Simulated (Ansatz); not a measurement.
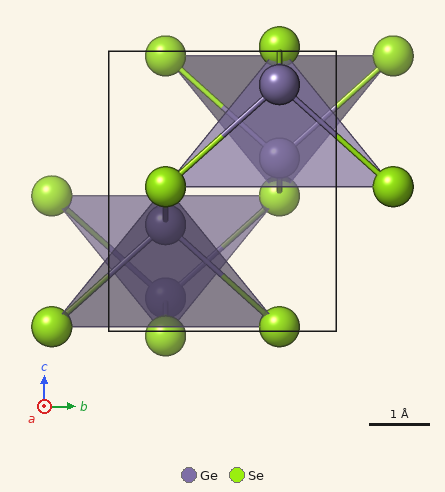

The structure as given in the input (polyhedral view of the cell of the calculation, along the a axis; polyhedra are completed across the faces of the cell). An atom can appear more than once, as a periodic image.

**Band-structure calculation of GeSe (part 1 of 2)**

The run: band-structure calculation of GeSe (Pnma, 8 atoms in the cell). Method and program: DFT, HSE06, plane waves, PAW, no spin polarisation (Ansatz 0.2.0).

The structure derives from a Materials Project entry. The geometry comes from this level: r2SCAN (a point of a series of strains).

**Input file**
```yaml
crystal:
  lattice:
    - [11.2394027221, 0.0, 0.0]
    - [0.0, 3.7939968499, 0.0]
    - [0.0, 0.0, 4.666918427]
  atoms:
    - { symbol: Ge, position: [0.1289467936, 0.25, 0.1190284543] }
    - { symbol: Ge, position: [0.8710532064, 0.75, 0.8809715457] }
    - { symbol: Ge, position: [0.3710532064, 0.75, 0.6190284543] }
    - { symbol: Ge, position: [0.6289467936, 0.25, 0.3809715457] }
    - { symbol: Se, position: [0.8494392723, 0.25, 0.5163376688] }
    - { symbol: Se, position: [0.1505607277, 0.75, 0.4836623312] }
    - { symbol: Se, position: [0.6505607277, 0.75, 0.0163376688] }
    - { symbol: Se, position: [0.3494392723, 0.25, 0.9836623312] }
kpoints:
  mp_grid: { grid: [2, 4, 4] }
  band_path:
    path:
      - [0.0, 0.0, 0.0]
      - [0.5, 0.0, 0.0]
      - [0.5, 0.5, 0.0]
      - [0.0, 0.5, 0.0]
      - [0.0, 0.0, 0.5]
      - [0.5, 0.0, 0.5]
      - [0.5, 0.5, 0.5]
      - [0.0, 0.5, 0.5]
      - [0.0, 0.440104, 0.15625]
    npoints: 1
hamiltonian:
  xc: hse06
scf:
  occupations: { method: fixed }
  n_extra_bands: 6
output:
  forces: true
  stress: true
  eigenvalues: true
  write_density: true
  write_potential: true
  elf: true
  volumetric_format: npy
```

Run on 1 × NVIDIA H100 80GB HBM3, 2 threads of AMD EPYC (Zen 3), 264 GiB of memory available, shared host.

**Output**
```
Warning: output.stress: scf.convergence.dr2_threshold = 1e-7 eV (the SCF's general default) is looser than the 8e-10 eV advised for a printed stress (1e-10 eV for each atom of the cell: 8). What an SCF threshold leaves in a stress goes as its square root, and in the free energy as the threshold itself, and one threshold admits the most on a small cell: of the crystals measured, under no hybrid functional and no lock of the moments, on runs that ended without the residual-converged pass, on stresses that held no estimate of that error, the worst erred by over 100 MPa in a component at 1e-7 eV an atom and by under 5 at 1e-10. Set scf.convergence.dr2_threshold to 8e-10 eV or tighter. The threshold is an SCF's pass mark: one that does not reach it within its budget of iterations ends unconverged, or closes short of it on a stop that the run arms, and scf.convergence.dr2_threshold's page says what that costs each kind of run
Warning: output.stress: scf.exx.energy_threshold = 1e-6 eV is looser than the 8e-8 eV advised for a stress under a hybrid functional (1e-8 eV for each atom of the cell: 8). Every SCF of the exchange loop can meet its threshold on dr2 while the loop round them stops early: no threshold on dr2 bounds what that leaves in the stress. Set scf.exx.energy_threshold to 8e-8 eV or tighter. The threshold is the loop's pass mark: a loop that does not reach it within its budget of cycles ends unconverged, and scf.exx.energy_threshold's page has the law
scf.n_extra_bands = 6 over 60 filled bands (N_el = 120.0): the run solves 66 bands
Engine: ansatz 0.2.0, x86_64-unknown-linux-gnu
Pseudopotentials: kind: paw
Pseudopotential: Ge, paw, valence charge 14, recommended cutoff 420 eV (normal), Ge.paw.azcp
Pseudopotential: Se, paw, valence charge 16, recommended cutoff 420 eV (normal), Se.paw.azcp
Functional definition: HSE06
  parameter a = 0.25
  parameter omega = 0.11/bohr
  exchange = pbe_x - a*pbe_x_sr(omega) + a*exact_x_sr(omega)
  correlation = pbe_c
davidson cushion auto → on  (no smearing: the cushion is to keep the highest requested band from converging to the state above it; pin scf.eigensolver.cushion to override)
Crystal: 8 atoms, lattice volume = 199.008 Å³
Basis set: ecut = 420 eV, 3887 PW (Γ), exchange–correlation on 160×54×64 points (8 copies of the dense FFT grid, shifted against one another)
Bands: 66, of which v1, the nominal top of the filled ones, is band 60 counted from 1 (59 counted from 0)
Symmetry: 8 space group operations
Space group: Pnma (ITA 62), of the structure as read, at distance tolerance 5.8e-5 Å
k-points: 18 of 32
Non-local potential: Ge, projectors of the file, l = 0: 2, l = 1: 2, l = 2: 3, l = 3: 1
Non-local potential: Se, projectors of the file, l = 0: 2, l = 1: 2, l = 2: 3, l = 3: 1
PAW form: soft (Blöchl's): semilocal exchange-correlation on the pseudo side does not see the compensation charge
PAW frozen core: Ge, regenerated for the run's functional, and the local potential with it (the file was generated under x = pbe(κ = 0.804, μ = 0.2195149727645171), c = pbe(β = 0.06672455060314922))
PAW frozen core: Se, regenerated for the run's functional, and the local potential with it (the file was generated under x = pbe(κ = 0.804, μ = 0.2195149727645171), c = pbe(β = 0.06672455060314922))
PAW one-centre angular grid: Ge, 590 points (default); XC on 64 Gauss nodes
PAW one-centre angular grid: Se, 590 points (default); XC on 64 Gauss nodes
Initial density: superposition of atomic densities (neutral atoms: chi_scale 0, normalization atom), corrected by the library's trained network
Initial wavefunctions: pseudopotential atomic-orbital guess
Functional: x = pbe(κ = 0.804, μ = 0.2195149727645171), c = pbe(β = 0.06672455060314922), warm-up for x = pbe(κ = 0.804, μ = 0.2195149727645171) + 0.25 (exact − pbe) at short range (hse, ω = 0.20786987370883472 Å⁻¹), c = pbe(β = 0.06672455060314922); HSE06 as pw.x's `hse` composes it (authors' and Libxc's form: `xc: wpbeh`)
SCF iter   1: F=—  HF=-39058.012365 eV  |F-HF|=—  |Δ(HF+E_count)|=         —  Δρ=1.42e-3  dr2=5.54e-3  ethr=1.77e-3  ⟨swp⟩=6.1  Hψ=4573  notcnv=0
preconditioner: auto → none  [insulator: Δε(μ)=0.879 eV  Ē_g=8.164 eV  n_scr=56 (ndim 8)  ℏωp=16.6 eV  f_vac=0.010]
SCF iter   2: F=—  HF=-39058.013454 eV  |F-HF|=—  |Δ(HF+E_count)|=   1.09e-3  Δρ=7.06e-4  dr2=9.87e-4  ethr=4.61e-6  ⟨swp⟩=4.0  Hψ=3986  notcnv=0
SCF iter   3: F=—  HF=-39058.013687 eV  |F-HF|=—  |Δ(HF+E_count)|=   2.33e-4  Δρ=3.40e-4  dr2=1.68e-4  ethr=8.22e-7  ⟨swp⟩=3.0  Hψ=2994  notcnv=0
SCF iter   4: F=-39058.013908 eV  HF=-39058.013865 eV  |F-HF|=4.25e-5  |Δ(HF+E_count)|=   1.79e-4  Δρ=1.59e-4  dr2=3.42e-5  ethr=1.40e-7  ⟨swp⟩=3.0  Hψ=3025  notcnv=0
SCF 1 stopped early in 4 iterations: F = -39058.013908 eV  dr2 = 3.42e-5
  greatest PAW one-centre occupation: 1.000 electrons in one spin orbital (limit 2), on the Se atom at site 5 (counted from 0), in its partial waves of l = 2
Initial density: handed on by an earlier stage of this run
Initial wavefunctions: those handed on with the density
Functional: x = pbe(κ = 0.804, μ = 0.2195149727645171) + 0.25 (exact − pbe) at short range (hse, ω = 0.20786987370883472 Å⁻¹), c = pbe(β = 0.06672455060314922); HSE06 as pw.x's `hse` composes it (authors' and Libxc's form: `xc: wpbeh`)
Exchange kernel: α = 0.2500, screened, ω = 0.2079 Å⁻¹, Wigner–Seitz truncation, v(0) = 1039.7393 eV·Å³, q-mesh 2×4×4, nearest image of the exchange supercell L = 15.18 Å, pair-density grid 48×18×24, without the augmentation charges, whose exchange is taken in its separable form by FFT convolution over the k-point mesh (sized by the pseudopotential files, 80×27×32 at the most), smooth part of the exact exchange by density-matrix convolution in up to 5.07 GiB of GPU memory as planned if the GPU has room (build and FFT work areas not counted)
Frozen-core exchange: fock
SCF iter   1: F=—  HF=-39067.034546 eV  |F-HF|=—  |Δ(HF+E_count)|=         —  Δρ=8.52e-3  dr2=7.40e-2  ethr=2.85e-7  ⟨swp⟩=7.2  Hψ=6539  notcnv=0
preconditioner: auto → none  [insulator: Δε(μ)=1.436 eV  Ē_g=9.409 eV  n_scr=56 (ndim 8)  ℏωp=16.6 eV  f_vac=0.011]
SCF iter   2: F=—  HF=-39066.970017 eV  |F-HF|=—  |Δ(HF+E_count)|=   6.45e-2  Δρ=2.80e-3  dr2=1.41e-2  ethr=2.85e-7  ⟨swp⟩=4.1  Hψ=5006  notcnv=0
SCF iter   3: F=—  HF=-39066.968420 eV  |F-HF|=—  |Δ(HF+E_count)|=   1.60e-3  Δρ=1.12e-3  dr2=5.03e-3  ethr=2.85e-7  ⟨swp⟩=4.0  Hψ=3752  notcnv=0
SCF iter   4: F=—  HF=-39067.003802 eV  |F-HF|=—  |Δ(HF+E_count)|=   3.54e-2  Δρ=1.14e-3  dr2=1.57e-3  ethr=2.85e-7  ⟨swp⟩=4.0  Hψ=4988  notcnv=0
SCF iter   5: F=—  HF=-39067.003073 eV  |F-HF|=—  |Δ(HF+E_count)|=   7.29e-4  Δρ=1.16e-4  dr2=1.76e-4  ethr=2.85e-7  ⟨swp⟩=4.0  Hψ=4111  notcnv=0
SCF iter   6: F=—  HF=-39067.003822 eV  |F-HF|=—  |Δ(HF+E_count)|=   7.49e-4  Δρ=1.76e-4  dr2=6.79e-5  ethr=4.81e-8  ⟨swp⟩=4.0  Hψ=3671  notcnv=0
iter 7 solved again at ethr=1.10e-9 eV; its pass at ethr=4.81e-8 eV (dr2=1.32e-6 eV) is discarded
SCF iter   7: F=-39067.003802 eV  HF=-39067.003802 eV  |F-HF|=5.59e-7  |Δ(HF+E_count)|=   1.99e-5  Δρ=2.96e-5  dr2=7.91e-6  ethr=1.10e-9  ⟨swp⟩=4.0  Hψ=6612  notcnv=0
SCF 2 stopped early in 7 iterations: F = -39067.003802 eV  dr2 = 7.91e-6
  Residual-converged pass: ⟨swp⟩=3.2  Hψ=3158  notcnv=0  max |occ|·‖R‖ = 6.6e-6 eV (tolerance 6.7e-6 eV)  dr2=7.91e-6  dr2_onsite=2.14e-7  max |Δocc| = 0.0e0
hybrid outer 1: dexx = +4.152e-2 eV, tail = 3.29e-4 eV
Exchange kernel: α = 0.2500, screened, ω = 0.2079 Å⁻¹, Wigner–Seitz truncation, v(0) = 1039.7393 eV·Å³, q-mesh 2×4×4, nearest image of the exchange supercell L = 15.18 Å, pair-density grid 48×18×24, without the augmentation charges, whose exchange is taken in its separable form by FFT convolution over the k-point mesh (sized by the pseudopotential files, 80×27×32 at the most), smooth part of the exact exchange by density-matrix convolution in up to 5.07 GiB of GPU memory as planned if the GPU has room (build and FFT work areas not counted)
Frozen-core exchange: fock
SCF iter   1: F=—  HF=-39067.004399 eV  |F-HF|=—  |Δ(HF+E_count)|=         —  Δρ=7.45e-5  dr2=1.20e-5  ethr=1.37e-6  ⟨swp⟩=2.6  Hψ=2647  notcnv=0
preconditioner: auto → none  [insulator: Δε(μ)=1.430 eV  Ē_g=9.406 eV  n_scr=56 (ndim 8)  ℏωp=16.6 eV  f_vac=0.012]
SCF iter   2: F=—  HF=-39067.004404 eV  |F-HF|=—  |Δ(HF+E_count)|=   4.88e-6  Δρ=2.71e-5  dr2=2.27e-6  ethr=8.66e-9  ⟨swp⟩=4.0  Hψ=4710  notcnv=0
SCF iter   3: F=—  HF=-39067.004408 eV  |F-HF|=—  |Δ(HF+E_count)|=   4.38e-6  Δρ=2.22e-5  dr2=1.16e-6  ethr=1.01e-9  ⟨swp⟩=4.1  Hψ=3501  notcnv=0  defer=2
SCF iter   4: F=—  HF=-39067.004408 eV  |F-HF|=—  |Δ(HF+E_count)|=   2.93e-7  Δρ=9.49e-6  dr2=2.37e-7  ethr=7.45e-10  ⟨swp⟩=3.0  Hψ=3063  notcnv=0
SCF iter   5: F=—  HF=-39067.004408 eV  |F-HF|=—  |Δ(HF+E_count)|=   7.07e-7  Δρ=4.86e-6  dr2=9.75e-8  ethr=8.44e-11  ⟨swp⟩=4.8  Hψ=3172  notcnv=0  defer=5
SCF iter   6: F=—  HF=-39067.004408 eV  |F-HF|=—  |Δ(HF+E_count)|=   2.53e-8  Δρ=8.50e-7  dr2=1.64e-8  ethr=7.19e-11  ⟨swp⟩=3.1  Hψ=2873  notcnv=0
SCF iter   7: F=—  HF=-39067.004409 eV  |F-HF|=—  |Δ(HF+E_count)|=   6.89e-8  Δρ=6.87e-7  dr2=3.38e-9  ethr=2.24e-12 (applied; sched 1.00e-12)  ⟨swp⟩=4.8  Hψ=4007  notcnv=0
SCF iter   8: F=-39067.004409 eV  HF=-39067.004409 eV  |F-HF|=1.60e-10  |Δ(HF+E_count)|=   7.28e-9  Δρ=2.64e-7  dr2=8.66e-10  ethr=1.89e-12 (applied; sched 1.00e-12)  ⟨swp⟩=4.6  Hψ=3302  notcnv=0
SCF 3 converged in 8 iterations: F = -39067.004409 eV  dr2 = 8.66e-10
  Residual-converged pass: ⟨swp⟩=2.1  Hψ=2481  notcnv=0  max |occ|·‖R‖ = 8.0e-7 eV (tolerance 8.9e-7 eV)  dr2=8.65e-10  dr2_onsite=6.23e-12  max |Δocc| = 0.0e0
hybrid outer 2: dexx = +7.087e-6 eV, tail = 2.03e-7 eV, Δε = 2.40e-3 eV (about 9.47e-5 eV left of the loop's levels), ΔF = 7.99e-3 eV/Å (tail 1.43e-3)
Exchange kernel: α = 0.2500, screened, ω = 0.2079 Å⁻¹, Wigner–Seitz truncation, v(0) = 1039.7393 eV·Å³, q-mesh 2×4×4, nearest image of the exchange supercell L = 15.18 Å, pair-density grid 48×18×24, without the augmentation charges, whose exchange is taken in its separable form by FFT convolution over the k-point mesh (sized by the pseudopotential files, 80×27×32 at the most), smooth part of the exact exchange by density-matrix convolution in up to 5.07 GiB of GPU memory as planned if the GPU has room (build and FFT work areas not counted)
Frozen-core exchange: fock
SCF iter   1: F=—  HF=-39067.004408 eV  |F-HF|=—  |Δ(HF+E_count)|=         —  Δρ=2.19e-6  dr2=7.12e-9  ethr=8.46e-10  ⟨swp⟩=3.7  Hψ=2733  notcnv=0
SCF iter   2: F=-39067.004408 eV  HF=-39067.004408 eV  |F-HF|=5.38e-10  |Δ(HF+E_count)|=  7.57e-10  Δρ=5.98e-7  dr2=1.33e-9  ethr=5.27e-12  ⟨swp⟩=4.0  Hψ=4478  notcnv=0
SCF 4 converged in 2 iterations: F = -39067.004408 eV  dr2 = 1.33e-9
  Residual-converged pass: ⟨swp⟩=2.0  Hψ=1829  notcnv=0  max |occ|·‖R‖ = 1.6e-6 eV (tolerance 1.8e-6 eV)  dr2=1.33e-9  dr2_onsite=1.03e-9  max |Δocc| = 0.0e0
```

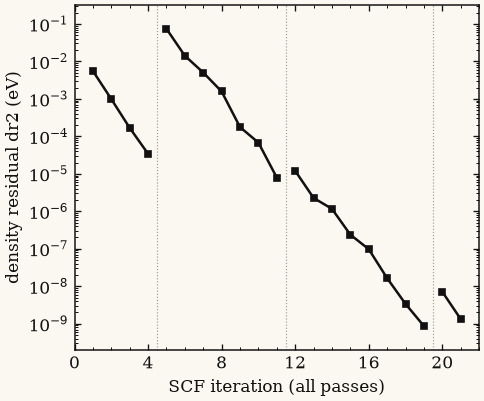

Convergence of the self-consistent field: density residual dr2 against the SCF iteration. The run starts with a semilocal functional; after that each stretch between dotted lines is one SCF of the hybrid functional between two exact rebuilds of the exchange operator by the outer loop. Early passes are stopped at a loose threshold. The passes take 4, 7, 8 and 2 iterations.

```
hybrid outer 3: dexx = +2.825e-9 eV, tail = 4.77e-9 eV, Δε = 7.00e-5 eV (about 2.09e-5 eV left of the loop's levels), ΔF = 1.93e-4 eV/Å (tail 2.07e-4)
NSCF: frozen V_eff on 9 k-points
hybrid SCF converged: 3 outer / 17 inner (+4 warm-up), last move |dexx| = 2.83e-9 eV, tail = 4.77e-9 eV
Stability not checked: this state was not tested for a lower state beside it, because the functional holds exact exchange (a hybrid, or Hartree-Fock), whose exchange loop this test does not read (fock_operator; see scf.lower_state_search)
Free energy (F): -39067.004409 eV
Frozen-core exchange: fock
Harris-Foulkes:  -39067.004409 eV  (|F-HF|=5.38e-10)
Internal energy: -39067.004409 eV  (E = F + TS)
E sigma→0 (E₀):  -39067.004409 eV
Fermi energy:    7.276371 eV
--- Per-component energies (eV) ---
  E_band       = -2547.318699
  E_kinetic    = 902.837283
  E_local      = -19751.088455  (includes V_loc(G=0)·N_el)
  E_nonlocal   = -725.228485
  E_hartree    = 9183.991701
  E_xc         = -576.533902
  E_vxc        = -519.405151  (∫ρ·V_xc dr)
  E_exx        = -489.437889  (= α·E_x^exact, valence–valence)
  E_paw        = -15357.473799  (= ΣΔE_a)
  E_vpaw       = 156.459422  (= ΣTr[D̂ρ^β])
  E_aug_tail   = -0.001192  (compensation charges beyond the density's cutoff)
  E_ewald      = -12248.324257
  E_core_change = -5.745414  (= ΣΔE_core)
  E_smearing   = -0.000000  (= −TS)
  E_closure    = -0.000000  (closes the sum)
  Σ components = -39067.004409   (vs F -39067.004409, Δ=0.00e0)
--- Forces (eV/Å), atoms counted from 1 ---
  atom   1  Ge     0.01513536     0.00000000    -0.01962192
  atom   2  Ge    -0.01513536     0.00000000     0.01962192
  atom   3  Ge    -0.01513536     0.00000000    -0.01962192
  atom   4  Ge     0.01513536     0.00000000     0.01962192
  atom   5  Se    -0.03613235     0.00000000    -0.02897573
  atom   6  Se     0.03613235     0.00000000     0.02897573
  atom   7  Se     0.03613235     0.00000000    -0.02897573
  atom   8  Se    -0.03613235     0.00000000     0.02897573
  max |Σ_I F_I| component: 0.00e0 eV/Å
--- Stress (GPa, compression-positive) ---
       -0.438445       0.000000       0.000000
        0.000000       0.256561       0.000000
        0.000000       0.000000      -0.825716
  P = ⅓ Tr σ = -0.3359 GPa (-3.359 kbar)
--- Band table (eV; the first three rows and the last of 18) ---
```
